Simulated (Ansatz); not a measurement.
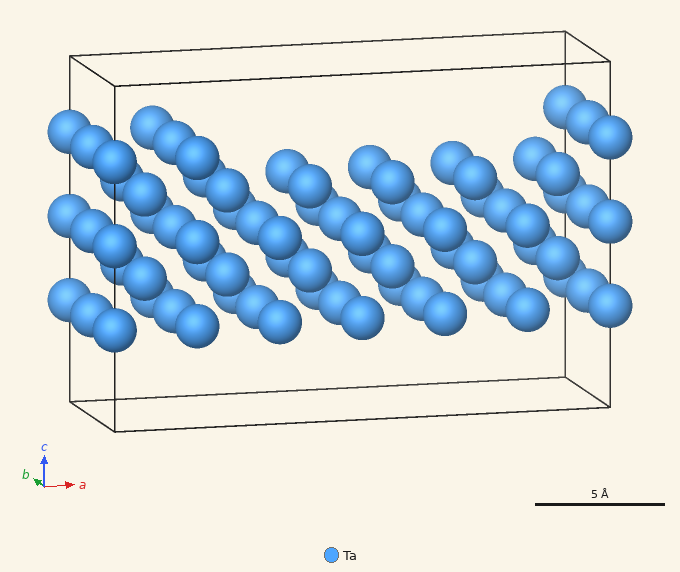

*The starting structure (spheres-only view of the 1 × 2 repeat of the cell, with the vacuum cut short, seen slightly off an axis). An atom can appear more than once, as a periodic image.*

## Geometry relaxation, with input and output: Ta (part 1 of 4)

The run: geometry relaxation of Ta (slab, 26 atoms in the cell). Method and program: DFT PBE, scalar-relativistic, plane waves, PAW, no spin polarisation (Ansatz 0.2.0).

The structure derives from an entry of the Crystallography Open Database. The input holds or restrains some coordinates. Forces given for the steps count only the free coordinates. It belongs to a series of runs on one base structure; here: stripe over 2 of 6 cells, two steps.

Input file
```yaml
crystal:
  lattice:
    - [19.9127378425, 0.0, 0.0]
    - [0.0, 3.3187896404, 0.0]
    - [0.0, 0.0, 18.6375792808]
  atoms:
    - { symbol: Ta, position: [0.0, 0.0, 0.080482555] }
    - { symbol: Ta, position: [0.0833333333, 0.5, 0.169517445] }
    - { symbol: Ta, position: [0.1666666667, 0.0, 0.080482555] }
    - { symbol: Ta, position: [0.25, 0.5, 0.169517445] }
    - { symbol: Ta, position: [0.3333333333, 0.0, 0.080482555] }
    - { symbol: Ta, position: [0.4166666667, 0.5, 0.169517445] }
    - { symbol: Ta, position: [0.5, 0.0, 0.080482555] }
    - { symbol: Ta, position: [0.5833333333, 0.5, 0.169517445] }
    - { symbol: Ta, position: [0.6666666667, 0.0, 0.080482555] }
    - { symbol: Ta, position: [0.75, 0.5, 0.169517445] }
    - { symbol: Ta, position: [0.8333333333, 0.0, 0.080482555] }
    - { symbol: Ta, position: [0.9166666667, 0.5, 0.169517445] }
    - { symbol: Ta, position: [0.0, 0.0, 0.2585523349] }
    - { symbol: Ta, position: [0.0833333333, 0.5, 0.3475872249] }
    - { symbol: Ta, position: [0.1666666667, 0.0, 0.2585523349] }
    - { symbol: Ta, position: [0.25, 0.5, 0.3475872249] }
    - { symbol: Ta, position: [0.3333333333, 0.0, 0.2585523349] }
    - { symbol: Ta, position: [0.4166666667, 0.5, 0.3475872249] }
    - { symbol: Ta, position: [0.5, 0.0, 0.2585523349] }
    - { symbol: Ta, position: [0.5833333333, 0.5, 0.3475872249] }
    - { symbol: Ta, position: [0.6666666667, 0.0, 0.2585523349] }
    - { symbol: Ta, position: [0.75, 0.5, 0.3475872249] }
    - { symbol: Ta, position: [0.8333333333, 0.0, 0.2585523349] }
    - { symbol: Ta, position: [0.9166666667, 0.5, 0.3475872249] }
    - { symbol: Ta, position: [0.0, 0.0, 0.4366221148] }
    - { symbol: Ta, position: [0.1666666667, 0.0, 0.4366221148] }
basis:
  ecutwfc: 420
kpoints:
  mp_grid: { grid: [2, 10, 1] }
hamiltonian:
  xc: pbe
scf:
  occupations: { method: gaussian, width: 0.1 }
output:
  forces: true
  eigenvalues: true
  populations: true
  write_density: true
  write_potential: true
  elf: true
  volumetric_format: npy
relax:
  adjacent_minimum: "off"
  f_tol: 0.02
  max_steps: 45
  constraints: [{ sites: [0, 1, 2, 3, 4, 5, 6, 7, 8, 9, 10, 11] }]
efield:
  axis: 3
  dipole_correction: true
  ramp_width: 0.04
```

Run as:
```bash
ansatz run input.yaml --threads 4 --pin off --max-ram 11264MiB --backend cpu --events-out ev --progress --plain --runs-dir out
```

Output
```
Engine: ansatz 0.2.0, x86_64-unknown-linux-gnu
Pseudopotentials: kind: paw
Pseudopotential: Ta, paw, valence charge 13, recommended cutoff 420 eV (normal), Ta.paw.azcp
Functional definition: PBE
  parameter kappa = 0.804
  parameter beta = 0.06672455060314922
  exchange = pbe_x(kappa = kappa, mu = beta*pi^2/3)
  correlation = pbe_c(beta = beta)
Crystal: 26 atoms, lattice volume = 1231.687 Å³
Basis set: ecut = 420 eV, 24159 PW (Γ), exchange–correlation on 270×48×250 points (8 copies of the dense FFT grid, shifted against one another)
Bands: 203, of which v1, the nominal top of the filled ones, is band 169 counted from 1 (168 counted from 0)
Symmetry: 4 space group operations
Space group: Pmm2 (ITA 25), of the structure as read, at distance tolerance 1.1e-4 Å
k-points: 12 of 20
Non-local potential: Ta, projectors of the file, l = 0: 3, l = 1: 2, l = 2: 2, l = 3: 1
PAW form: soft (Blöchl's): semilocal exchange-correlation on the pseudo side does not see the compensation charge
PAW one-centre angular grid: Ta, 590 points (default); XC on 64 Gauss nodes
Initial density: superposition of atomic densities (neutral atoms: chi_scale 0, normalization atom), corrected by the library's trained network
Initial wavefunctions: pseudopotential atomic-orbital guess
Functional: x = pbe(κ = 0.804, μ = 0.2195149727645171), c = pbe(β = 0.06672455060314922)
SCF iter   1: F=—  HF=-258215.427644 eV  |F-HF|=—  |Δ(HF+E_count)|=         —  Δρ=8.31e-3  dr2=1.04e1  ethr=1.77e-3  p=0.073 e·Å  D=1.08e-2 V/Å  ΔV_dip=-0.20 eV  dr2_dipole=2.38e0  V_vac-E_F(+/−)=3.92/4.12 eV  ⟨swp⟩=12.8  Hψ=11515  notcnv=0
efield: sawtooth ramp at fractional position 0.7386 (placed from the atoms, in the widest stretch of the axis that holds none; the zero of the levels goes with the place), width 0.0400; the density the first Hamiltonian is built on has a dipole p = 0.073 e·Å; the dipole correction subtracts the counter field D = 1.08e-2 V/Å, which shifts the + side's vacuum level by -0.20 eV against the − side's; the planar-averaged density in the ramp window peaks in size at 1.9e-4 e/Å³
preconditioner: auto → LDOS  [metal: Δε(μ)=0.006 eV  Ē_g=3.208 eV  σ=0.100 eV  W_gap=0.04  n_scr=214 (ndim 8)  ℏωp=12.1 eV  f_vac=0.487  D(μ)=24.19/eV (n_scr^D=104)  β→1.0]
SCF iter   2: F=—  HF=-258215.282662 eV  |F-HF|=—  |Δ(HF+E_count)|=   1.45e-1  Δρ=6.57e-3  dr2=4.82e0  ethr=1.77e-3  p=0.045 e·Å  D=6.64e-3 V/Å  ΔV_dip=-0.12 eV  dr2_dipole=3.01e-1  V_vac-E_F(+/−)=3.82/3.95 eV  ⟨swp⟩=3.0  Hψ=3861  notcnv=0  defer=190
SCF iter   3: F=—  HF=-258215.032330 eV  |F-HF|=—  |Δ(HF+E_count)|=   2.50e-1  Δρ=1.23e-3  dr2=1.30e-1  ethr=1.43e-3  p=0.049 e·Å  D=7.27e-3 V/Å  ΔV_dip=-0.14 eV  dr2_dipole=9.85e-3  V_vac-E_F(+/−)=3.84/3.98 eV  ⟨swp⟩=2.7  Hψ=3151  notcnv=0  defer=190
SCF iter   4: F=—  HF=-258215.027396 eV  |F-HF|=—  |Δ(HF+E_count)|=   4.93e-3  Δρ=3.57e-4  dr2=6.11e-3  ethr=3.85e-5  p=0.062 e·Å  D=9.17e-3 V/Å  ΔV_dip=-0.17 eV  dr2_dipole=1.24e-4  V_vac-E_F(+/−)=3.81/3.99 eV  ⟨swp⟩=2.4  Hψ=3043  notcnv=0  defer=190
SCF iter   5: F=—  HF=-258215.027474 eV  |F-HF|=—  |Δ(HF+E_count)|=   7.73e-5  Δρ=1.38e-4  dr2=1.10e-3  ethr=1.81e-6  p=0.069 e·Å  D=1.02e-2 V/Å  ΔV_dip=-0.19 eV  dr2_dipole=8.64e-5  V_vac-E_F(+/−)=3.80/3.99 eV  ⟨swp⟩=2.4  Hψ=3381  notcnv=0  defer=190
SCF iter   6: F=—  HF=-258215.027476 eV  |F-HF|=—  |Δ(HF+E_count)|=   2.40e-6  Δρ=4.07e-5  dr2=5.34e-5  ethr=3.26e-7  p=0.073 e·Å  D=1.08e-2 V/Å  ΔV_dip=-0.20 eV  dr2_dipole=3.81e-6  V_vac-E_F(+/−)=3.80/4.00 eV  ⟨swp⟩=2.3  Hψ=3046  notcnv=0  defer=190
SCF iter   7: F=—  HF=-258215.027485 eV  |F-HF|=—  |Δ(HF+E_count)|=   9.37e-6  Δρ=1.69e-5  dr2=1.50e-5  ethr=2.96e-9  p=0.075 e·Å  D=1.11e-2 V/Å  ΔV_dip=-0.21 eV  dr2_dipole=1.22e-6  V_vac-E_F(+/−)=3.80/4.00 eV  ⟨swp⟩=30.2  Hψ=28234  notcnv=0
SCF iter   8: F=-258215.027485 eV  HF=-258215.027486 eV  |F-HF|=2.96e-7  |Δ(HF+E_count)|=   2.62e-7  Δρ=5.23e-6  dr2=1.14e-6  ethr=2.96e-9  p=0.076 e·Å  D=1.12e-2 V/Å  ΔV_dip=-0.21 eV  dr2_dipole=2.00e-9  V_vac-E_F(+/−)=3.80/4.00 eV  ⟨swp⟩=15.6  Hψ=21888  notcnv=0
WARN: efield: at this solve's end the planar-averaged density reaches 6.09e-5 e/Å³ inside the ramp window [0.6849, 0.8322] (bound 1e-5 e/Å³); the window's nearer edge stands 4.63 Å from this solve's nearest atom along the axis. Its work functions, free energy, forces, stress, dipole, levels and responses can be off, and this figure does not tell by how much. A short vacuum, a low `basis.ecutwfc` or `basis.ecutrho_ratio` and negative occupations (`scf.occupations.method`) can put density there. See the manual's quickstart, § The vacuum guard
SCF 1 converged in 8 iterations: F = -258215.027485 eV  dr2 = 1.14e-6
  greatest PAW one-centre occupation: 0.999 electrons in one spin orbital (limit 2), on the Ta atom at site 11 (counted from 0), in its partial waves of l = 0
relax step   1: F+E_penalty+E_count = -258215.02748543 eV  Δ(F+E_penalty+E_count) = +0.000e0 eV  max|allowed force component| = 1.641e0 eV/Å  Δτ_max = 0.0000 Å  (8 SCF iters, dr2 threshold 1.00e-5 eV, accepted)
Initial density: handed on by an earlier stage of this run
Initial wavefunctions: those handed on with the density
iter 1 solved again at ethr=1.78e-3 eV; its pass at ethr=3.10e-3 eV (dr2=6.02e0 eV) is discarded
SCF iter   1: F=—  HF=-258216.029516 eV  |F-HF|=—  |Δ(HF+E_count)|=         —  Δρ=9.54e-3  dr2=6.76e0  ethr=1.78e-3  p=0.076 e·Å  D=1.12e-2 V/Å  ΔV_dip=-0.21 eV  dr2_dipole=1.38e0  V_vac-E_F(+/−)=3.85/4.06 eV  ⟨swp⟩=1.2  Hψ=7832  notcnv=0  defer=175
efield: sawtooth ramp at fractional position 0.7386 (handed on by an earlier solve), width 0.0400; the density the first Hamiltonian is built on has a dipole p = 0.076 e·Å; the dipole correction subtracts the counter field D = 1.12e-2 V/Å, which shifts the + side's vacuum level by -0.21 eV against the − side's; the planar-averaged density in the ramp window peaks in size at 6.4e-5 e/Å³
preconditioner: auto → LDOS  [metal: Δε(μ)=0.034 eV  Ē_g=3.243 eV  σ=0.100 eV  W_gap=0.19  n_scr=214 (ndim 8)  ℏωp=12.1 eV  f_vac=0.493  D(μ)=26.72/eV (n_scr^D=132)  β→1.0]
SCF iter   2: F=—  HF=-258215.690345 eV  |F-HF|=—  |Δ(HF+E_count)|=   3.39e-1  Δρ=4.44e-3  dr2=7.68e-1  ethr=1.78e-3  p=0.134 e·Å  D=1.97e-2 V/Å  ΔV_dip=-0.37 eV  dr2_dipole=4.91e-2  V_vac-E_F(+/−)=3.68/4.04 eV  ⟨swp⟩=3.1  Hψ=3356  notcnv=0  defer=175
SCF iter   3: F=—  HF=-258215.610228 eV  |F-HF|=—  |Δ(HF+E_count)|=   8.01e-2  Δρ=1.52e-3  dr2=1.17e-1  ethr=2.27e-4  p=0.091 e·Å  D=1.33e-2 V/Å  ΔV_dip=-0.25 eV  dr2_dipole=2.58e-3  V_vac-E_F(+/−)=3.77/4.02 eV  ⟨swp⟩=2.6  Hψ=3906  notcnv=0  defer=175
SCF iter   4: F=—  HF=-258215.595650 eV  |F-HF|=—  |Δ(HF+E_count)|=   1.46e-2  Δρ=3.10e-4  dr2=5.51e-3  ethr=3.46e-5  p=0.102 e·Å  D=1.50e-2 V/Å  ΔV_dip=-0.28 eV  dr2_dipole=1.23e-3  V_vac-E_F(+/−)=3.75/4.03 eV  ⟨swp⟩=2.3  Hψ=3249  notcnv=0  defer=175
SCF iter   5: F=—  HF=-258215.595210 eV  |F-HF|=—  |Δ(HF+E_count)|=   4.40e-4  Δρ=1.19e-4  dr2=6.61e-4  ethr=1.63e-6  p=0.103 e·Å  D=1.51e-2 V/Å  ΔV_dip=-0.28 eV  dr2_dipole=3.82e-6  V_vac-E_F(+/−)=3.74/4.03 eV  ⟨swp⟩=2.5  Hψ=3316  notcnv=0  defer=178
SCF iter   6: F=-258215.595217 eV  HF=-258215.595241 eV  |F-HF|=2.43e-5  |Δ(HF+E_count)|=   3.13e-5  Δρ=3.52e-5  dr2=4.37e-5  ethr=2.96e-8  p=0.103 e·Å  D=1.51e-2 V/Å  ΔV_dip=-0.28 eV  dr2_dipole=7.18e-6  V_vac-E_F(+/−)=3.74/4.03 eV  ⟨swp⟩=27.8  Hψ=28306  notcnv=0
WARN: efield: at this solve's end the planar-averaged density reaches 6.38e-5 e/Å³ inside the ramp window [0.6849, 0.8322] (bound 1e-5 e/Å³); the window's nearer edge stands 4.63 Å from this solve's nearest atom along the axis. Its work functions, free energy, forces, stress, dipole, levels and responses can be off, and this figure does not tell by how much. A short vacuum, a low `basis.ecutwfc` or `basis.ecutrho_ratio` and negative occupations (`scf.occupations.method`) can put density there. See the manual's quickstart, § The vacuum guard
SCF 2 converged in 6 iterations: F = -258215.595217 eV  dr2 = 4.37e-5
[... from here on the iterations of each SCF are left out, up to the last one ...]
  Residual-converged pass: ⟨swp⟩=1.0  Hψ=2484  notcnv=0  max |occ|·‖R‖ = 7.0e-9 eV (tolerance 1.0e-8 eV)  dr2=4.37e-5  dr2_onsite=1.43e-7  max |Δocc| = 1.1e-10
relax step   2: F+E_penalty+E_count = -258215.59521714 eV  Δ(F+E_penalty+E_count) = -5.677e-1 eV  max|allowed force component| = 1.444e0 eV/Å  Δτ_max = 0.1961 Å  (6 SCF iters, dr2 threshold 1.00e-4 eV, accepted)
efield: sawtooth ramp at fractional position 0.7386 (handed on by an earlier solve), width 0.0400; the density the first Hamiltonian is built on has a dipole p = 0.103 e·Å; the dipole correction subtracts the counter field D = 1.51e-2 V/Å, which shifts the + side's vacuum level by -0.28 eV against the − side's; the planar-averaged density in the ramp window peaks in size at 6.2e-5 e/Å³
preconditioner: auto → LDOS  [metal: Δε(μ)=0.013 eV  Ē_g=3.300 eV  σ=0.100 eV  W_gap=0.07  n_scr=214 (ndim 8)  ℏωp=12.1 eV  f_vac=0.498  D(μ)=23.78/eV (n_scr^D=100)  β→1.0]
WARN: efield: at this solve's end the planar-averaged density reaches 6.20e-5 e/Å³ inside the ramp window [0.6849, 0.8322] (bound 1e-5 e/Å³); the window's nearer edge stands 4.63 Å from this solve's nearest atom along the axis. Its work functions, free energy, forces, stress, dipole, levels and responses can be off, and this figure does not tell by how much. A short vacuum, a low `basis.ecutwfc` or `basis.ecutrho_ratio` and negative occupations (`scf.occupations.method`) can put density there. See the manual's quickstart, § The vacuum guard
SCF 3 converged in 6 iterations: F = -258215.711744 eV  dr2 = 6.87e-5
relax step   3: F+E_penalty+E_count = -258215.71174413 eV  Δ(F+E_penalty+E_count) = -1.165e-1 eV  max|allowed force component| = 3.290e-1 eV/Å  Δτ_max = 0.1940 Å  (6 SCF iters, dr2 threshold 1.00e-4 eV, accepted)
efield: sawtooth ramp at fractional position 0.7386 (handed on by an earlier solve), width 0.0400; the density the first Hamiltonian is built on has a dipole p = 0.088 e·Å; the dipole correction subtracts the counter field D = 1.30e-2 V/Å, which shifts the + side's vacuum level by -0.24 eV against the − side's; the planar-averaged density in the ramp window peaks in size at 6.2e-5 e/Å³
eigensolver tolerance schedule calibrated: the retry pair's looser diagonalisation under-reported the residual by θ = 0.12 (0.13/decade); ethr = c·dr2/N_el runs at the constant in force after the calibration composes with the one it found (an armed cap, an earlier calibration), c = 5.6e-2
preconditioner: auto → LDOS  [metal: Δε(μ)=0.011 eV  Ē_g=3.231 eV  σ=0.100 eV  W_gap=0.06  n_scr=214 (ndim 8)  ℏωp=12.1 eV  f_vac=0.495  D(μ)=26.67/eV (n_scr^D=132)  β→1.0]
WARN: efield: at this solve's end the planar-averaged density reaches 6.24e-5 e/Å³ inside the ramp window [0.6849, 0.8322] (bound 1e-5 e/Å³); the window's nearer edge stands 4.63 Å from this solve's nearest atom along the axis. Its work functions, free energy, forces, stress, dipole, levels and responses can be off, and this figure does not tell by how much. A short vacuum, a low `basis.ecutwfc` or `basis.ecutrho_ratio` and negative occupations (`scf.occupations.method`) can put density there. See the manual's quickstart, § The vacuum guard
SCF 4 converged in 7 iterations: F = -258215.718593 eV  dr2 = 1.26e-6
relax step   4: F+E_penalty+E_count = -258215.71859330 eV  Δ(F+E_penalty+E_count) = -6.849e-3 eV  max|allowed force component| = 2.362e-1 eV/Å  Δτ_max = 0.0927 Å  (7 SCF iters, dr2 threshold 6.77e-6 eV, accepted)
efield: sawtooth ramp at fractional position 0.7386 (handed on by an earlier solve), width 0.0400; the density the first Hamiltonian is built on has a dipole p = 0.075 e·Å; the dipole correction subtracts the counter field D = 1.10e-2 V/Å, which shifts the + side's vacuum level by -0.21 eV against the − side's; the planar-averaged density in the ramp window peaks in size at 6.3e-5 e/Å³
preconditioner: auto → LDOS  [metal: Δε(μ)=0.005 eV  Ē_g=3.229 eV  σ=0.100 eV  W_gap=0.03  n_scr=214 (ndim 8)  ℏωp=12.1 eV  f_vac=0.494  D(μ)=25.79/eV (n_scr^D=124)  β→1.0]
WARN: efield: at this solve's end the planar-averaged density reaches 6.27e-5 e/Å³ inside the ramp window [0.6849, 0.8322] (bound 1e-5 e/Å³); the window's nearer edge stands 4.63 Å from this solve's nearest atom along the axis. Its work functions, free energy, forces, stress, dipole, levels and responses can be off, and this figure does not tell by how much. A short vacuum, a low `basis.ecutwfc` or `basis.ecutrho_ratio` and negative occupations (`scf.occupations.method`) can put density there. See the manual's quickstart, § The vacuum guard
SCF 5 converged in 7 iterations: F = -258215.737083 eV  dr2 = 5.52e-7
relax step   5: F+E_penalty+E_count = -258215.73708254 eV  Δ(F+E_penalty+E_count) = -1.849e-2 eV  max|allowed force component| = 4.222e-2 eV/Å  Δτ_max = 0.0514 Å  (7 SCF iters, dr2 threshold 3.49e-6 eV, accepted)
SCF iter   1: F=—  HF=-258215.739207 eV  |F-HF|=—  |Δ(HF+E_count)|=         —  Δρ=4.86e-4  dr2=1.28e-2  ethr=4.66e-5  p=0.086 e·Å  D=1.26e-2 V/Å  ΔV_dip=-0.23 eV  dr2_dipole=1.05e-4  V_vac-E_F(+/−)=3.78/4.01 eV  ⟨swp⟩=2.0  Hψ=3353  notcnv=0  defer=31
efield: sawtooth ramp at fractional position 0.7386 (handed on by an earlier solve), width 0.0400; the density the first Hamiltonian is built on has a dipole p = 0.086 e·Å; the dipole correction subtracts the counter field D = 1.26e-2 V/Å, which shifts the + side's vacuum level by -0.23 eV against the − side's; the planar-averaged density in the ramp window peaks in size at 6.3e-5 e/Å³
preconditioner: auto → LDOS  [metal: Δε(μ)=0.004 eV  Ē_g=3.236 eV  σ=0.100 eV  W_gap=0.02  n_scr=214 (ndim 8)  ℏωp=12.1 eV  f_vac=0.495  D(μ)=25.54/eV (n_scr^D=124)  β→1.0]
SCF iter   2: F=—  HF=-258215.738544 eV  |F-HF|=—  |Δ(HF+E_count)|=   6.63e-4  Δρ=2.62e-4  dr2=3.00e-3  ethr=3.79e-6  p=0.089 e·Å  D=1.31e-2 V/Å  ΔV_dip=-0.24 eV  dr2_dipole=3.30e-5  V_vac-E_F(+/−)=3.77/4.01 eV  ⟨swp⟩=2.0  Hψ=3566  notcnv=0  defer=32
SCF iter   3: F=—  HF=-258215.738262 eV  |F-HF|=—  |Δ(HF+E_count)|=   2.83e-4  Δρ=7.80e-5  dr2=3.40e-4  ethr=8.88e-7  p=0.088 e·Å  D=1.29e-2 V/Å  ΔV_dip=-0.24 eV  dr2_dipole=6.83e-7  V_vac-E_F(+/−)=3.77/4.01 eV  ⟨swp⟩=2.3  Hψ=3662  notcnv=0  defer=32
SCF iter   4: F=—  HF=-258215.738229 eV  |F-HF|=—  |Δ(HF+E_count)|=   3.30e-5  Δρ=1.97e-5  dr2=1.80e-5  ethr=1.01e-7  p=0.088 e·Å  D=1.30e-2 V/Å  ΔV_dip=-0.24 eV  dr2_dipole=6.86e-7  V_vac-E_F(+/−)=3.77/4.01 eV  ⟨swp⟩=2.8  Hψ=3560  notcnv=0  defer=32
SCF iter   5: F=—  HF=-258215.738033 eV  |F-HF|=—  |Δ(HF+E_count)|=   1.95e-4  Δρ=7.10e-6  dr2=1.92e-6  ethr=5.34e-9  p=0.088 e·Å  D=1.30e-2 V/Å  ΔV_dip=-0.24 eV  dr2_dipole=9.97e-9  V_vac-E_F(+/−)=3.77/4.01 eV  ⟨swp⟩=2.2  Hψ=3393  notcnv=0  defer=32
SCF iter   6: F=—  HF=-258215.738034 eV  |F-HF|=—  |Δ(HF+E_count)|=   1.31e-7  Δρ=2.47e-6  dr2=2.16e-7  ethr=5.67e-10  p=0.088 e·Å  D=1.30e-2 V/Å  ΔV_dip=-0.24 eV  dr2_dipole=8.17e-9  V_vac-E_F(+/−)=3.77/4.01 eV  ⟨swp⟩=2.9  Hψ=3182  notcnv=0  defer=32
SCF iter   7: F=-258215.738034 eV  HF=-258215.738034 eV  |F-HF|=2.01e-9  |Δ(HF+E_count)|=   3.58e-8  Δρ=8.11e-7  dr2=2.10e-8  ethr=2.96e-11  p=0.088 e·Å  D=1.30e-2 V/Å  ΔV_dip=-0.24 eV  dr2_dipole=1.02e-9  V_vac-E_F(+/−)=3.77/4.01 eV  ⟨swp⟩=20.3  Hψ=20422  notcnv=0
WARN: efield: at this solve's end the planar-averaged density reaches 6.26e-5 e/Å³ inside the ramp window [0.6849, 0.8322] (bound 1e-5 e/Å³); the window's nearer edge stands 4.63 Å from this solve's nearest atom along the axis. Its work functions, free energy, forces, stress, dipole, levels and responses can be off, and this figure does not tell by how much. A short vacuum, a low `basis.ecutwfc` or `basis.ecutrho_ratio` and negative occupations (`scf.occupations.method`) can put density there. See the manual's quickstart, § The vacuum guard
SCF 6 converged in 7 iterations: F = -258215.738034 eV  dr2 = 2.10e-8
relax step   6: F+E_penalty+E_count = -258215.73803361 eV  Δ(F+E_penalty+E_count) = -9.511e-4 eV  max|allowed force component| = 1.486e-2 eV/Å  Δτ_max = 0.0109 Å  (7 SCF iters, accepted)
```

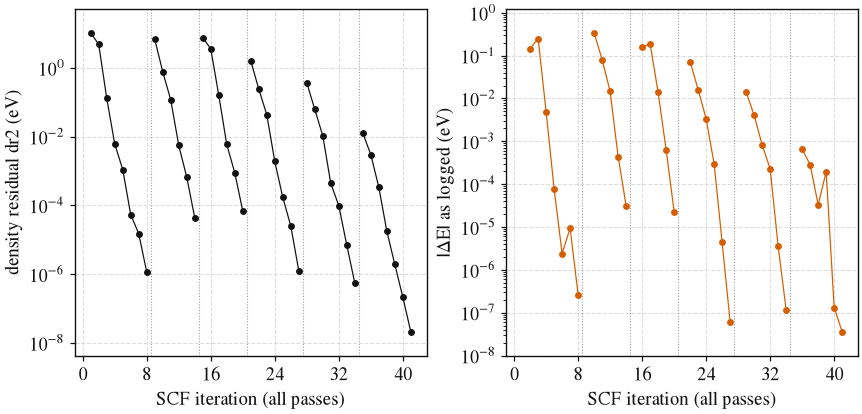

*Convergence of the self-consistent field: density residual dr2 and size of the energy change against the SCF iteration. The dotted lines part the SCF passes of the relaxation: geometry steps, rejected trials and re-solves on a re-selected basis.*

The 6 passes take 6 to 8 iterations each, 41 in all.

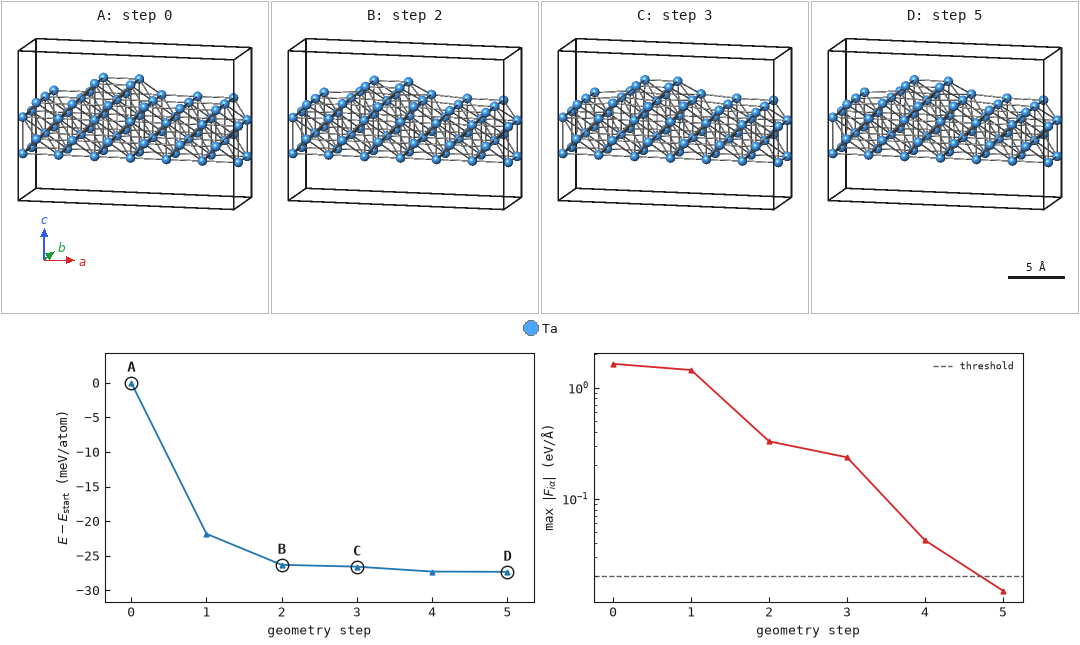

*Frames of the restrained relaxation (ball-and-stick view of the 1 × 2 repeat of the cell, with the vacuum cut short (origin shifted), seen slightly off an axis) above the curves, on which the letters mark them (the first geometry is step 0 here and step 1 in the log).*
